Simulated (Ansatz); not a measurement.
Al64As64: single-point calculation (part 2 of 2)

The same run, continued: Al64As64 (F-43m, 128 atoms in the cell); DFT, r2SCAN, PAW, plane waves (Ansatz 0.2.0); cutoff 500 eV, 1×1×1 k-mesh, Fermi–Dirac smearing of 0.01 eV. The structure was built on a prototype by a generator.

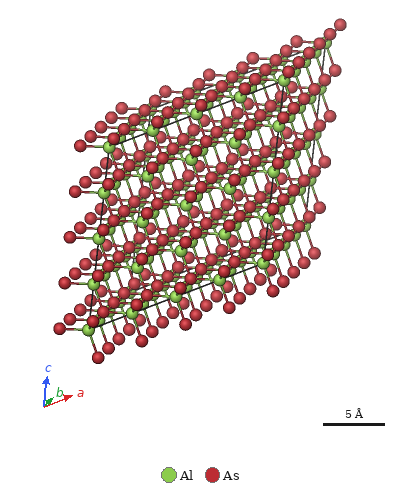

The input geometry (ball-and-stick view of the cell of the calculation, seen slightly off an axis; bonded neighbours outside the cell are drawn too).

## What the program printed, continued
```
--- Forces (eV/Å), atoms counted from 1 ---
  atom   1  Al     0.00000000     0.00000000     0.00000000
  atom   2  Al     0.00000000    -0.00000000    -0.00000000
  atom   3  Al     0.00000000     0.00000000    -0.00000000
  atom   4  Al     0.00000000     0.00000000     0.00000000
  atom   5  Al     0.00000000    -0.00000000    -0.00000000
  atom   6  Al     0.00000000    -0.00000000    -0.00000000
  atom   7  Al     0.00000000    -0.00000000    -0.00000000
  atom   8  Al    -0.00000000    -0.00000000    -0.00000000
  atom   9  Al    -0.00000000     0.00000000    -0.00000000
  atom  10  Al     0.00000000    -0.00000000    -0.00000000
  atom  11  Al     0.00000000    -0.00000000    -0.00000000
  atom  12  Al     0.00000000    -0.00000000    -0.00000000
  atom  13  Al     0.00000000    -0.00000000    -0.00000000
  atom  14  Al     0.00000000    -0.00000000    -0.00000000
  atom  15  Al     0.00000000    -0.00000000     0.00000000
  atom  16  Al     0.00000000     0.00000000    -0.00000000
  atom  17  Al     0.00000000     0.00000000     0.00000000
  atom  18  Al     0.00000000    -0.00000000     0.00000000
  atom  19  Al     0.00000000    -0.00000000    -0.00000000
  atom  20  Al    -0.00000000    -0.00000000    -0.00000000
  atom  21  Al     0.00000000     0.00000000    -0.00000000
  atom  22  Al     0.00000000    -0.00000000    -0.00000000
  atom  23  Al     0.00000000     0.00000000     0.00000000
  atom  24  Al     0.00000000    -0.00000000     0.00000000
  atom  25  Al     0.00000000    -0.00000000    -0.00000000
  atom  26  Al    -0.00000000     0.00000000    -0.00000000
  atom  27  Al     0.00000000     0.00000000    -0.00000000
  atom  28  Al    -0.00000000    -0.00000000    -0.00000000
  atom  29  Al     0.00000000    -0.00000000    -0.00000000
  atom  30  Al     0.00000000    -0.00000000    -0.00000000
  atom  31  Al     0.00000000     0.00000000    -0.00000000
  atom  32  Al     0.00000000    -0.00000000    -0.00000000
  atom  33  Al     0.00000000    -0.00000000     0.00000000
  atom  34  Al     0.00000000    -0.00000000     0.00000000
  atom  35  Al     0.00000000    -0.00000000    -0.00000000
  atom  36  Al     0.00000000    -0.00000000    -0.00000000
  atom  37  Al     0.00000000     0.00000000     0.00000000
  atom  38  Al     0.00000000    -0.00000000     0.00000000
  atom  39  Al     0.00000000    -0.00000000    -0.00000000
  atom  40  Al     0.00000000     0.00000000    -0.00000000
  atom  41  Al     0.00000000    -0.00000000     0.00000000
  atom  42  Al     0.00000000    -0.00000000    -0.00000000
  atom  43  Al    -0.00000000    -0.00000000    -0.00000000
  atom  44  Al     0.00000000    -0.00000000    -0.00000000
  atom  45  Al     0.00000000     0.00000000     0.00000000
  atom  46  Al     0.00000000    -0.00000000    -0.00000000
  atom  47  Al     0.00000000    -0.00000000    -0.00000000
  atom  48  Al     0.00000000    -0.00000000    -0.00000000
  atom  49  Al     0.00000000    -0.00000000     0.00000000
  atom  50  Al    -0.00000000    -0.00000000    -0.00000000
  atom  51  Al     0.00000000     0.00000000    -0.00000000
  atom  52  Al     0.00000000    -0.00000000     0.00000000
  atom  53  Al     0.00000000    -0.00000000    -0.00000000
  atom  54  Al     0.00000000    -0.00000000    -0.00000000
  atom  55  Al     0.00000000    -0.00000000    -0.00000000
  atom  56  Al     0.00000000    -0.00000000    -0.00000000
  atom  57  Al     0.00000000     0.00000000     0.00000000
  atom  58  Al     0.00000000    -0.00000000    -0.00000000
  atom  59  Al     0.00000000    -0.00000000    -0.00000000
  atom  60  Al     0.00000000    -0.00000000    -0.00000000
  atom  61  Al     0.00000000    -0.00000000    -0.00000000
  atom  62  Al     0.00000000    -0.00000000    -0.00000000
  atom  63  Al     0.00000000     0.00000000     0.00000000
  atom  64  Al     0.00000000     0.00000000    -0.00000000
  atom  65  As    -0.00000000    -0.00000000    -0.00000000
  atom  66  As    -0.00000000    -0.00000000    -0.00000000
  atom  67  As    -0.00000000    -0.00000000    -0.00000000
  atom  68  As    -0.00000000    -0.00000000    -0.00000000
  atom  69  As    -0.00000000    -0.00000000    -0.00000000
  atom  70  As    -0.00000000    -0.00000000    -0.00000000
  atom  71  As     0.00000000    -0.00000000    -0.00000000
  atom  72  As    -0.00000000    -0.00000000    -0.00000000
  atom  73  As    -0.00000000    -0.00000000    -0.00000000
  atom  74  As    -0.00000000    -0.00000000    -0.00000000
  atom  75  As    -0.00000000    -0.00000000    -0.00000000
  atom  76  As    -0.00000000    -0.00000000    -0.00000000
  atom  77  As    -0.00000000    -0.00000000    -0.00000000
  atom  78  As    -0.00000000    -0.00000000    -0.00000000
  atom  79  As    -0.00000000    -0.00000000    -0.00000000
  atom  80  As    -0.00000000    -0.00000000    -0.00000000
  atom  81  As    -0.00000000    -0.00000000    -0.00000000
  atom  82  As    -0.00000000    -0.00000000    -0.00000000
  atom  83  As    -0.00000000    -0.00000000    -0.00000000
  atom  84  As    -0.00000000    -0.00000000    -0.00000000
  atom  85  As    -0.00000000    -0.00000000    -0.00000000
  atom  86  As    -0.00000000    -0.00000000    -0.00000000
  atom  87  As    -0.00000000    -0.00000000    -0.00000000
  atom  88  As     0.00000000    -0.00000000    -0.00000000
  atom  89  As    -0.00000000    -0.00000000    -0.00000000
  atom  90  As    -0.00000000    -0.00000000    -0.00000000
  atom  91  As    -0.00000000    -0.00000000    -0.00000000
  atom  92  As    -0.00000000    -0.00000000    -0.00000000
  atom  93  As    -0.00000000    -0.00000000    -0.00000000
  atom  94  As    -0.00000000    -0.00000000    -0.00000000
  atom  95  As    -0.00000000    -0.00000000    -0.00000000
  atom  96  As    -0.00000000    -0.00000000    -0.00000000
  atom  97  As    -0.00000000    -0.00000000    -0.00000000
  atom  98  As    -0.00000000    -0.00000000    -0.00000000
  atom  99  As    -0.00000000    -0.00000000    -0.00000000
  atom 100  As    -0.00000000    -0.00000000    -0.00000000
  atom 101  As    -0.00000000    -0.00000000    -0.00000000
  atom 102  As    -0.00000000    -0.00000000    -0.00000000
  atom 103  As    -0.00000000    -0.00000000    -0.00000000
  atom 104  As    -0.00000000    -0.00000000    -0.00000000
  atom 105  As    -0.00000000    -0.00000000    -0.00000000
  atom 106  As    -0.00000000    -0.00000000    -0.00000000
  atom 107  As    -0.00000000    -0.00000000    -0.00000000
  atom 108  As    -0.00000000    -0.00000000    -0.00000000
  atom 109  As    -0.00000000    -0.00000000    -0.00000000
  atom 110  As    -0.00000000    -0.00000000    -0.00000000
  atom 111  As    -0.00000000    -0.00000000    -0.00000000
  atom 112  As    -0.00000000    -0.00000000    -0.00000000
  atom 113  As    -0.00000000    -0.00000000    -0.00000000
  atom 114  As    -0.00000000    -0.00000000    -0.00000000
  atom 115  As    -0.00000000    -0.00000000    -0.00000000
  atom 116  As    -0.00000000    -0.00000000    -0.00000000
  atom 117  As    -0.00000000    -0.00000000    -0.00000000
  atom 118  As    -0.00000000    -0.00000000    -0.00000000
  atom 119  As    -0.00000000    -0.00000000    -0.00000000
  atom 120  As    -0.00000000    -0.00000000    -0.00000000
  atom 121  As    -0.00000000    -0.00000000    -0.00000000
  atom 122  As    -0.00000000    -0.00000000    -0.00000000
  atom 123  As    -0.00000000    -0.00000000    -0.00000000
  atom 124  As    -0.00000000    -0.00000000    -0.00000000
  atom 125  As    -0.00000000    -0.00000000    -0.00000000
  atom 126  As    -0.00000000    -0.00000000    -0.00000000
  atom 127  As    -0.00000000    -0.00000000    -0.00000000
  atom 128  As    -0.00000000    -0.00000000    -0.00000000
  max |Σ_I F_I| component: 1.50e-23 eV/Å
--- Band table (eV) ---
  k-point 0: bands = ["-28.8005", "-28.8005", "-28.8005", "-28.8000", "-28.8000", "-28.8000", "-28.8000", "-28.8000", "-28.8000", "-28.7997", ... 494 levels left out ..., "4.4566", "4.4566", "4.4566", "4.4566", "4.4566", "4.4566", "4.4566", "4.4566", "4.4566", "4.4566", "4.4566", "4.4566", "4.4566", "4.4566", "4.4566", "4.4566", "4.4566", "4.4566", "4.4566", "4.4566", "4.4566", "4.7405", "4.7405", "4.7405", "4.7405", "4.7405", "4.7405", "4.7405", "4.7405",
      "4.7405", "4.7405", "4.7405", "4.7405", "5.1912", "5.1912", "5.1912", "5.1912", "5.1912", "5.1912", "5.1912", "5.1912", "5.1912", "5.1912", "5.1912", "5.1912", "5.2634", "5.2634", "5.2634", "5.2634", "5.2634", "5.2634", "5.2634", "5.2634", "5.6220", "5.6220", "5.6220", "5.6220", "5.6220", "5.6220", "5.6220", "5.6220", "5.6220", "5.6220", "5.6220", "5.6220", "5.6220", "5.6220", "5.6220", "5.6220",
      "6.1112", "6.1112", "6.1112", "7.9017", "7.9017", "7.9017", "8.7297", "8.7297", "8.7297", "8.7297", "8.7583", "8.7868", "8.7868", "8.7868", "9.0640", "9.0640", "9.0640", "9.0640", "9.0640", "9.0640", "9.0640", "9.0640", "9.0640", "9.0640", "9.0640", "9.0640", "9.0640", "9.0640", "9.0640", "9.0640", "9.0640", "9.0640", "9.0640", "9.0640", "9.0640", "9.0640", "9.0640", "9.0640", "9.0875", "9.0875",
      "9.0875", "9.0875", "9.0875", "9.0875", "9.2151", "9.2151", "9.2151", "9.2151", "9.2151", "9.2151", "9.2151", "9.2151", "9.9491", "9.9491", "9.9491", "9.9491", "9.9491", "9.9491", "9.9491", "9.9491", "9.9491", "9.9491", "9.9491", "9.9491", "10.3245", "10.3245", "10.3245", "10.3245", "10.3245", "10.3245", "10.8063", "10.8063", "10.8063", "10.8173", "10.8173", "10.8173", "10.8173", "10.8173", "10.8173", "11.2059",
      "11.2059", "11.2059", "11.2059", "11.2059", "11.2059", "11.2059", "11.2059", "11.4525", "11.4525", "11.4525", "11.4525", "11.4525", "11.4525", "11.4525", "11.4525", "11.4525", "11.4525", "11.4525", "11.4525", "11.4525", "11.4525", "11.4525", "11.4525", "11.7341", "11.7341", "11.7341", "11.7341", "11.7341", "11.7341", "11.7341", "11.7341", "11.7341", "11.7341", "11.7341", "11.7341", "11.7341", "11.7341", "11.7341", "11.7341", "11.7341",
      "11.7341", "11.7341", "11.7341", "11.7341", "11.7341", "11.7341", "11.7341", "12.2481", "12.2481", "12.2481", "12.2481"]
--- Löwdin populations: 128 sites ---
  site symbol       q [e]
     0     Al      2.5200
     1     Al      2.5200
     2     Al      2.5200
     3     Al      2.5200
     4     Al      2.5200
     5     Al      2.5200
     6     Al      2.5200
     7     Al      2.5200
     8     Al      2.5200
     9     Al      2.5200
    10     Al      2.5200
    11     Al      2.5200
    12     Al      2.5200
    13     Al      2.5200
    14     Al      2.5200
    15     Al      2.5200
    16     Al      2.5200
    17     Al      2.5200
    18     Al      2.5200
    19     Al      2.5200
    20     Al      2.5200
    21     Al      2.5200
    22     Al      2.5200
    23     Al      2.5200
    24     Al      2.5200
    25     Al      2.5200
    26     Al      2.5200
    27     Al      2.5200
    28     Al      2.5200
    29     Al      2.5200
    30     Al      2.5200
    31     Al      2.5200
    32     Al      2.5200
    33     Al      2.5200
    34     Al      2.5200
    35     Al      2.5200
    36     Al      2.5200
    37     Al      2.5200
    38     Al      2.5200
    39     Al      2.5200
    40     Al      2.5200
    41     Al      2.5200
    42     Al      2.5200
    43     Al      2.5200
    44     Al      2.5200
    45     Al      2.5200
    46     Al      2.5200
    47     Al      2.5200
    48     Al      2.5200
    49     Al      2.5200
    50     Al      2.5200
    51     Al      2.5200
    52     Al      2.5200
    53     Al      2.5200
    54     Al      2.5200
    55     Al      2.5200
    56     Al      2.5200
    57     Al      2.5200
    58     Al      2.5200
    59     Al      2.5200
    60     Al      2.5200
    61     Al      2.5200
    62     Al      2.5200
    63     Al      2.5200
    64     As     15.4247
    65     As     15.4247
    66     As     15.4247
    67     As     15.4247
    68     As     15.4247
    69     As     15.4247
    70     As     15.4247
    71     As     15.4247
    72     As     15.4247
    73     As     15.4247
    74     As     15.4247
    75     As     15.4247
    76     As     15.4247
    77     As     15.4247
    78     As     15.4247
    79     As     15.4247
    80     As     15.4247
    81     As     15.4247
    82     As     15.4247
    83     As     15.4247
    84     As     15.4247
    85     As     15.4247
    86     As     15.4247
    87     As     15.4247
    88     As     15.4247
    89     As     15.4247
    90     As     15.4247
    91     As     15.4247
    92     As     15.4247
    93     As     15.4247
    94     As     15.4247
    95     As     15.4247
    96     As     15.4247
    97     As     15.4247
    98     As     15.4247
    99     As     15.4247
   100     As     15.4247
   101     As     15.4247
   102     As     15.4247
   103     As     15.4247
   104     As     15.4247
   105     As     15.4247
   106     As     15.4247
   107     As     15.4247
   108     As     15.4247
   109     As     15.4247
   110     As     15.4247
   111     As     15.4247
   112     As     15.4247
   113     As     15.4247
   114     As     15.4247
   115     As     15.4247
   116     As     15.4247
   117     As     15.4247
   118     As     15.4247
   119     As     15.4247
   120     As     15.4247
   121     As     15.4247
   122     As     15.4247
   123     As     15.4247
   124     As     15.4247
   125     As     15.4247
   126     As     15.4247
   127     As     15.4247
  spilling = 0.003072 (of n_electrons = 1152.000000)
```

## Summary

- outcome: converged
- space group (tolerance 0.01 Å): F-43m (216)
- electrons treated: 1152
- free energy: −345993.1184 eV
- Fermi energy: 7.006 eV
- largest force (length of the vector): under 0.001 eV/Å
- wall time: 16 s (CPU time 55 s)
- peak memory: 7.7 GiB
